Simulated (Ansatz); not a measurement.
## Geometry relaxation of Ni₃Ge (part 2 of 2)

Ni₃Ge (Pm-3m, 4 atoms in the cell); DFT PBEsol, scalar-relativistic, plane waves, PAW, no spin polarisation (Ansatz 0.2.0); cutoff 420 eV, 12×12×12 k-mesh, Gaussian smearing of 0.1 eV. The structure derives from a Materials Project entry.

Geometry of the input (Å; fractional positions):
```
3.5303  0.0000  0.0000
0.0000  3.5303  0.0000
0.0000  0.0000  3.5303
Ni 0.5000  0.0000  0.5000
Ni 0.0000  0.5000  0.5000
Ni 0.5000  0.5000  0.0000
Ge 0.0000  0.0000  0.0000
```

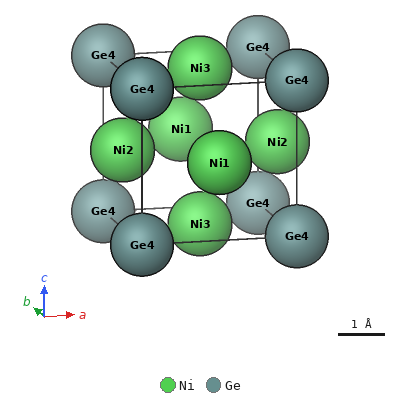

Figure 1. The geometry at step 2 of the log (spheres-only view of the cell of the calculation, seen slightly off an axis; atoms are numbered from 1 in the order of the input).

What the program printed, continued:
```
relax step   3: F+E_penalty+E_count = -21669.79340917 eV  Δ(F+E_penalty+E_count) = -1.482e-4 eV  max|allowed force component| = 4.851e-29 eV/Å  Δτ_max = 0.0000 Å  P = +0.004 GPa  Ω = 43.797 Å³  energy of the carried Pulay correction = +7.595e-5 eV  (6 SCF iters, dr2 threshold 4.00e-7 eV, accepted)
Initial wavefunctions: pseudopotential atomic-orbital guess (no wavefunctions were taken with the density)
iter 1 solved again at ethr=2.94e-8 eV; its pass at ethr=3.10e-3 eV (dr2=2.00e-5 eV) is discarded
SCF iter   1: F=—  HF=-21669.793349 eV  |F-HF|=—  |Δ(HF+E_count)|=         —  Δρ=6.16e-6  dr2=2.37e-9  ethr=2.94e-8  ⟨swp⟩=3.1  Hψ=21194  notcnv=0
preconditioner: auto → Kerker (q_TF=auto, 2.936 Å⁻¹)  [metal: Δε(μ)=0.031 eV  Ē_g=13.295 eV  σ=0.100 eV  W_gap=0.17  n_scr=18 (ndim 8)  ℏωp=37.2 eV  f_vac=0.000  D(μ)=2.06/eV (n_scr^D=18)]
SCF iter   2: F=—  HF=-21669.793343 eV  |F-HF|=—  |Δ(HF+E_count)|=   5.98e-6  Δρ=4.38e-6  dr2=3.79e-9  ethr=3.49e-12  ⟨swp⟩=3.1  Hψ=7247  notcnv=0
SCF iter   3: F=—  HF=-21669.793343 eV  |F-HF|=—  |Δ(HF+E_count)|=  9.82e-11  Δρ=1.71e-6  dr2=5.51e-10  ethr=3.49e-12  ⟨swp⟩=1.0  Hψ=3448  notcnv=0
iter 4 did not close the SCF: its close was put off for the readings that it lacked (scf_convergence_deferred on its scf_iter line)
SCF iter   4: F=-21669.793343 eV  HF=-21669.793343 eV  |F-HF|=1.09e-11  |Δ(HF+E_count)|=  1.20e-10  Δρ=3.47e-7  dr2=3.77e-11  ethr=1.00e-12  ⟨swp⟩=2.0  Hψ=4636  notcnv=0
iter 5 did not close the SCF: its close was put off for the readings that it lacked (scf_convergence_deferred on its scf_iter line)
SCF iter   5: F=-21669.793343 eV  HF=-21669.793343 eV  |F-HF|=7.28e-12  |Δ(HF+E_count)|=  7.28e-12  Δρ=8.31e-8  dr2=2.87e-12  ethr=1.00e-12  ⟨swp⟩=1.0  Hψ=3444  notcnv=0
iter 6 did not close the SCF: its close was put off for the readings that it lacked (scf_convergence_deferred on its scf_iter line)
SCF iter   6: F=-21669.793343 eV  HF=-21669.793343 eV  |F-HF|=7.28e-12  |Δ(HF+E_count)|=  3.64e-12  Δρ=4.84e-8  dr2=1.41e-12  ethr=1.00e-12  ⟨swp⟩=1.0  Hψ=3444  notcnv=0
iter 7 did not close the SCF: its close was put off for the readings that it lacked (scf_convergence_deferred on its scf_iter line)
SCF iter   7: F=-21669.793343 eV  HF=-21669.793343 eV  |F-HF|=1.09e-11  |Δ(HF+E_count)|=    0.00e0  Δρ=1.41e-8  dr2=1.76e-13  ethr=1.00e-12  ⟨swp⟩=1.0  Hψ=3444  notcnv=0
SCF iter   8: F=-21669.793343 eV  HF=-21669.793343 eV  |F-HF|=1.09e-11  |Δ(HF+E_count)|=  3.64e-12  Δρ=3.69e-9  dr2=9.54e-15  ethr=1.00e-12  ⟨swp⟩=3.0  Hψ=12436  notcnv=0
SCF 4 converged in 8 iterations: F = -21669.793343 eV  dr2 = 9.54e-15
relax step   4: F+E_penalty+E_count = -21669.79334312 eV  Δ(F+E_penalty+E_count) = +6.606e-5 eV  max|allowed force component| = 2.774e-29 eV/Å  Δτ_max = 0.0000 Å  P = +0.006 GPa  Ω = 43.797 Å³  stress off target by 6.29e-3 GPa  SCF on the basis re-selected at this cell (its energy is not comparable with the rows above)  (8 SCF iters)
basis re-selected at this cell: Δ(F+E_penalty+E_count) = +6.606e-5 eV, ΔP = +0.002 GPa vs the last step (what re-selecting the basis moved, of the pressure what is left beyond the Pulay correction that the steps carried, after the strain that the cell walked since its last selection, with what the two solves' SCF thresholds leave and, on support functions, any second-order correction that the steps lacked; it is no measure of the basis error at this ecutwfc). This SCF's stress stands 6.29e-3 GPa from its target on what of the cell is left free (relax.cell.stress_tol is 5.00e-2 GPa) and its largest allowed force component is 2.77e-29 eV/Å (relax.f_tol is 5.00e-3 eV/Å): within both
SCF converged after 8 iterations
Free energy (F): -21669.793343 eV
Harris-Foulkes:  -21669.793343 eV  (|F-HF|=1.09e-11)
Internal energy: -21669.783038 eV  (E = F + TS)
E sigma→0 (E₀):  -21669.788191 eV
Entropy (-TS):   -0.010305 eV (-2.576 meV/atom)
Fermi energy:    18.666171 eV
--- Per-component energies (eV) ---
  E_band       = -832.411088
  E_kinetic    = 969.405017
  E_local      = -12142.703998  (includes V_loc(G=0)·N_el)
  E_nonlocal   = 2336.959545
  E_hartree    = 5148.996140
  E_xc         = -331.732677
  E_vxc        = -397.238975  (∫ρ·V_xc dr)
  E_paw        = -6771.219011  (= ΣΔE_a)
  E_vpaw       = -1896.827127  (= ΣTr[D̂ρ^β])
  E_aug_tail   = 0.002174  (compensation charges beyond the density's cutoff)
  E_ewald      = -10881.000032
  E_core_change = 1.509803  (= ΣΔE_core)
  E_smearing   = -0.010305  (= −TS)
  E_closure    = -0.000000  (closes the sum)
  Σ components = -21669.793343   (vs F -21669.793343, Δ=0.00e0)
--- Forces (eV/Å), atoms counted from 1 ---
  atom   1  Ni     0.00000000     0.00000000    -0.00000000
  atom   2  Ni     0.00000000     0.00000000     0.00000000
  atom   3  Ni     0.00000000    -0.00000000     0.00000000
  atom   4  Ge    -0.00000000     0.00000000    -0.00000000
  max |Σ_I F_I| component: 5.73e-29 eV/Å
--- Stress (GPa, compression-positive) ---
        0.006292       0.000000       0.000000
        0.000000       0.006292       0.000000
        0.000000       0.000000       0.006292
  P = ⅓ Tr σ = 0.0063 GPa (0.063 kbar)
--- Band table (eV; the first three rows and the last of 84) ---
  k-point 0: bands = ["-84.1541", "-84.1200", "-84.1200", "-44.7773", "-44.7773", "-44.7773", "-44.7238", "-44.7238", "-44.7238", "-44.5632", "-44.5632", "-44.5632", "-5.9882", "-5.9882", "-5.9732", "-5.9732", "-5.9732", "6.0172", "13.7124", "14.7945", "14.7945", "15.2177", "15.2177", "15.2177", "17.1917", "17.1917", "17.1917", "17.6385", "17.6385", "17.6385", "18.0758", "18.0758", "18.3805", "18.6963", "18.6963", "18.6963", "22.6382", "25.5361", "25.5361", "29.1728", "29.1728"]
  k-point 1: bands = ["-84.1536", "-84.1205", "-84.1200", "-44.7761", "-44.7761", "-44.7757", "-44.7242", "-44.7242", "-44.7239", "-44.5651", "-44.5640", "-44.5640", "-5.9879", "-5.9864", "-5.9732", "-5.9732", "-5.9731", "6.0966", "13.7223", "14.6482", "14.8497", "15.2043", "15.2043", "15.2373", "16.9474", "16.9474", "17.1687", "17.3681", "17.8225", "17.8225", "18.0758", "18.0809", "18.3464", "18.6964", "18.8393", "18.8393", "22.8857", "25.5317", "25.8204", "28.9261", "28.9984"]
  k-point 2: bands = ["-84.1521", "-84.1220", "-84.1200", "-44.7726", "-44.7726", "-44.7710", "-44.7253", "-44.7253", "-44.7242", "-44.5705", "-44.5663", "-44.5663", "-5.9870", "-5.9814", "-5.9732", "-5.9732", "-5.9729", "6.3309", "13.5890", "14.3351", "15.0093", "15.1582", "15.1582", "15.2936", "16.6563", "16.6563", "16.9664", "17.1030", "17.8804", "17.8804", "18.0033", "18.0707", "18.2497", "18.6966", "19.3334", "19.3334", "23.2496", "25.5193", "26.6636", "28.3224", "28.3224"]
  k-point 83: bands = ["-84.1312", "-84.1312", "-84.1312", "-44.8014", "-44.8014", "-44.8014", "-44.7226", "-44.6718", "-44.6718", "-44.6718", "-44.5316", "-44.5316", "-5.9865", "-5.9865", "-5.9865", "-5.9478", "-5.9478", "9.6006", "14.4944", "14.4944", "14.4944", "14.7609", "14.7609", "14.7609", "16.4575", "16.4575", "16.4575", "17.3122", "17.3122", "17.3122", "17.4880", "17.4880", "18.0436", "18.4631", "18.4631", "18.4631", "19.3823", "22.8688", "22.8688", "22.8688", "36.0189"]
--- Relaxed structure (3 steps of the walk, 3 accepted, 1 SCFs on fresh bases) ---
  F+E_penalty+E_count = -21669.79334312 eV   max|allowed force component| = 2.774e-29 eV/Å   (the final SCF, on the basis selected at the relaxed cell)
  cell:  # Å, volume = 43.7971 Å³
    - [3.5249142771730653, -2.929018457088921e-34, 3.731489267250269e-34]
    - [-2.929018457088921e-34, 3.5249142771730653, 1.2839532962581572e-34]
    - [3.4105009431857296e-34, 1.2839532962581572e-34, 3.5249142771730653]
  atoms:
    - { symbol: Ni, position: [0.49999999999999994, 2.841341590710164e-37, 0.49999999999999994] }
    - { symbol: Ni, position: [2.187833024941697e-35, 0.49999999999999994, 0.49999999999999994] }
    - { symbol: Ni, position: [0.49999999999999994, 0.49999999999999994, -2.8413415906585796e-37] }
    - { symbol: Ge, position: [-9.944695567529649e-36, 1.420670795437797e-36, -2.8413415909066013e-37] }
```

Trajectory as extended XYZ (Å, eV, eV/Å), 4 frames, from step=1 to step=4:
```
4
Lattice="3.5303 0.0000 0.0000 0.0000 3.5303 0.0000 0.0000 0.0000 3.5303" Properties=species:S:1:pos:R:3:forces:R:3 step=1 energy=-21669.79271 pressure_GPa=-0.99
Ni    1.7652    0.0000    1.7652    0.0000   0.0000   0.0000
Ni    0.0000    1.7652    1.7652    0.0000   0.0000   0.0000
Ni    1.7652    1.7652    0.0000    0.0000   0.0000   0.0000
Ge    0.0000    0.0000    0.0000    0.0000   0.0000   0.0000
4
Lattice="3.5273 0.0000 0.0000 0.0000 3.5273 0.0000 0.0000 0.0000 3.5273" Properties=species:S:1:pos:R:3:forces:R:3 step=2 energy=-21669.79326 pressure_GPa=-0.43
Ni    1.7636    0.0000    1.7636    0.0000   0.0000   0.0000
Ni    0.0000    1.7636    1.7636    0.0000   0.0000   0.0000
Ni    1.7636    1.7636    0.0000    0.0000   0.0000   0.0000
Ge    0.0000    0.0000    0.0000    0.0000   0.0000   0.0000
4
Lattice="3.5249 0.0000 0.0000 0.0000 3.5249 0.0000 0.0000 0.0000 3.5249" Properties=species:S:1:pos:R:3:forces:R:3 step=3 energy=-21669.79341 pressure_GPa=0.00
Ni    1.7625    0.0000    1.7625    0.0000   0.0000   0.0000
Ni    0.0000    1.7625    1.7625    0.0000   0.0000   0.0000
Ni    1.7625    1.7625    0.0000    0.0000   0.0000   0.0000
Ge    0.0000    0.0000    0.0000    0.0000   0.0000   0.0000
4
Lattice="3.5249 0.0000 0.0000 0.0000 3.5249 0.0000 0.0000 0.0000 3.5249" Properties=species:S:1:pos:R:3:forces:R:3 step=4 energy=-21669.79334 pressure_GPa=0.01
Ni    1.7625    0.0000    1.7625    0.0000   0.0000   0.0000
Ni    0.0000    1.7625    1.7625    0.0000   0.0000   0.0000
Ni    1.7625    1.7625    0.0000    0.0000   0.0000   0.0000
Ge    0.0000    0.0000    0.0000    0.0000   0.0000   0.0000
```

Key numbers:

- outcome: converged
- space group (tolerance 0.01 Å): Pm-3m (221)
- electrons treated: 68
- free energy: −21669.7933 eV
- Fermi energy: 18.666 eV
- gap on the k-point mesh: none (metallic)
- pressure: 0.01 GPa
- final volume: 43.80 Å³
- largest force (length of the vector) at the end: under 0.001 eV/Å
- final cell: a = 3.525 Å, b = 3.525 Å, c = 3.525 Å, α = 90.00°, β = 90.00°, γ = 90.00°
- hardware: 1 thread of Oxide Virtual Turin-like (Zen 5), 32 GiB of memory available, shared host
- wall time: 39 s
- peak memory: 0.48 GiB

Notes:

The run has no spin polarisation, so a magnetic state may lie lower.
